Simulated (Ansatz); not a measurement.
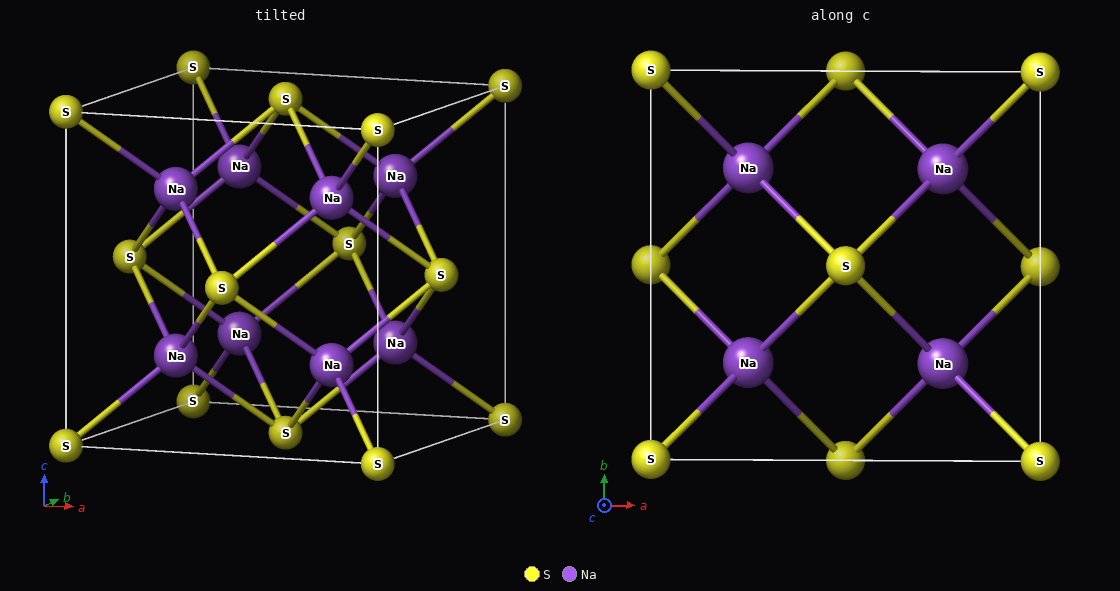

Shown here is a ball-and-stick view of the crystal, taken slightly off an axis and along the c axis. The edges of the drawn cell (a repeat of the simulation cell) are marked.

Na$_{2}$S, a = 6.511 Å, b = 6.511 Å, c = 6.511 Å, α = 90.00°, β = 90.00°, γ = 90.29°. Strictly the space group is Immm (No. 71, within 0.01 Å). It is a distorted form of a face-centred cubic structure, space group Fm-3m (No. 225) within 0.25 Å: antifluorite. Provenance: a structure type filled with these elements by a generator (whether the compound takes this form wasn't checked). The cell was then strained or its atoms displaced on purpose. An electronic-structure calculation with Ansatz was run on it.

This one geometry was computed with Ansatz (DFT, plane waves, PAW) at three levels of theory: HSE06, PBE and r2SCAN. It was relaxed with r2SCAN and then strained.

How does the band gap change with the level of theory?

Answer. PBE: a gap of 2.53 eV, direct; r2SCAN: a gap of 3.08 eV, direct; HSE06: a gap of 3.52 eV, direct.

Collect the results in a table.

Answer.
| level | cutoff (eV) | k-mesh of the run's cell | gap (eV) | pressure (GPa) |
| --- | --- | --- | --- | --- |
| HSE06 | 420 | 6×6×6 | 3.52 | 0.2 |
| PBE | 420 | 8×8×8 | 2.53 | 0.8 |
| r2SCAN | 500 | 8×8×8 | 3.08 | 0.0 |

Gaps are taken on the k-mesh or band path of each run.
